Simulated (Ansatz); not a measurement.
The cell below is MgO in space group P6_3/mmc. Origin of the cell: the geometry relaxed at fixed volume with DFT PBE, scalar-relativistic, plane waves, PAW in Ansatz 0.2.0.

```yaml
crystal:
  lattice:
    - [3.44626, 0.00000, 0.00000]
    - [-1.72313, 2.98455, 0.00000]
    - [0.00000, 0.00000, 4.15755]
  atoms:
    - { symbol: Mg, position: [0.66667, 0.33333, 0.75000] }
    - { symbol: Mg, position: [0.33333, 0.66667, 0.25000] }
    - { symbol: O, position: [0.66667, 0.33333, 0.25000] }
    - { symbol: O, position: [0.33333, 0.66667, 0.75000] }
```

The atoms' radii are Shannon crystal radii (six-coordinate where tabulated): Mg 0.86 Å, O 1.26 Å.

### Find the largest hole by geometry, and further ones that a grid search gives (radius above 0.15 Å; smaller ones may be missed, and maxima closer than 0.25 Å are merged).

| hole | site | x, y, z | radius (Å) | nearest atoms | shape |
| --- | --- | --- | --- | --- | --- |
| V1 | 2a | 0.000, 0.000, 0.000 | 0.98 | 6 O (then 6 Mg) | octahedral |

Nearest atoms are those whose sphere lies within 0.15 Å of the hole's sphere; in brackets, those within 0.5 Å. The largest sphere that fits anywhere has a diameter of 1.97 Å; the largest that can travel through the crystal, about 1.5 Å.

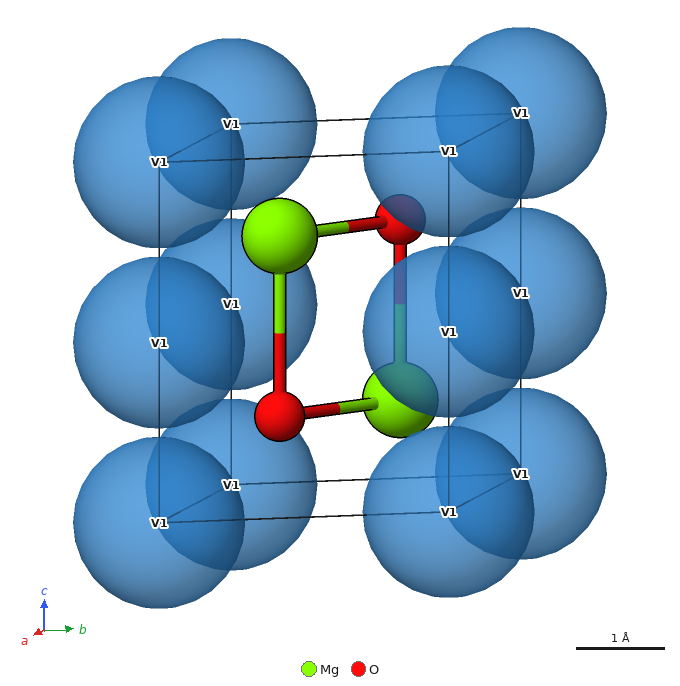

Translucent spheres (V1) fill the 1 hole listed first by a grid search for holes with a radius above 0.15 Å (the largest is sure; smaller ones may be missed, and maxima closer than 0.25 Å are merged) at their true size; atoms are drawn smaller than their model radii. View slightly off an axis.
